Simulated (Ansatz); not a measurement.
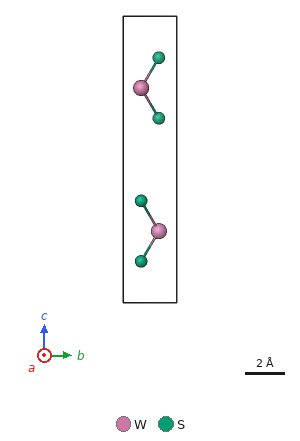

Lattice vibrations of a crystal of WS2, space group P6₃/mmc (No. 194), at the zone centre. The picture is a ball-and-stick view of the cell of the calculation, seen along the a axis.

The calculation used DFT PBE, scalar-relativistic, plane waves, PAW in Ansatz 0.2.0. Set-up: plane-wave cutoff 420 eV; k-point mesh 12 × 12 × 2; occupations fixed; no spin polarisation.

Frequencies are those without the non-analytic (LO–TO) term.

Question: Which optical modes does it have, at what frequencies, and is it stable there?

Answer: The calculation's cell holds 6 atoms, so there are 15 optical modes, in 6 levels. The lowest is so near zero that its sign isn't certain.

| level | symmetry | frequency (cm⁻¹) | activity |
| --- | --- | --- | --- |
| 1 | E₂g | 3 | Raman-active |
| 2 | B₁g | 7 | silent |
| 3 | 4-fold | 287 | not assigned |
| 4 | 4-fold | 344 | not assigned |
| 5 | doubly degenerate | 407 | not assigned |
| 6 | doubly degenerate | 426 | not assigned |

The modes drawn as arrows (one member of each degenerate set):

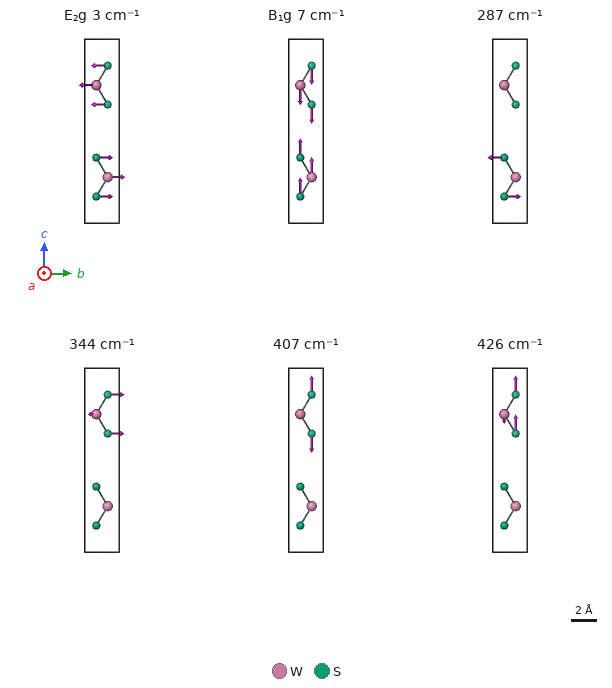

Limits of the set-up: layers or molecules are held without a dispersion correction, so their spacing is unreliable.
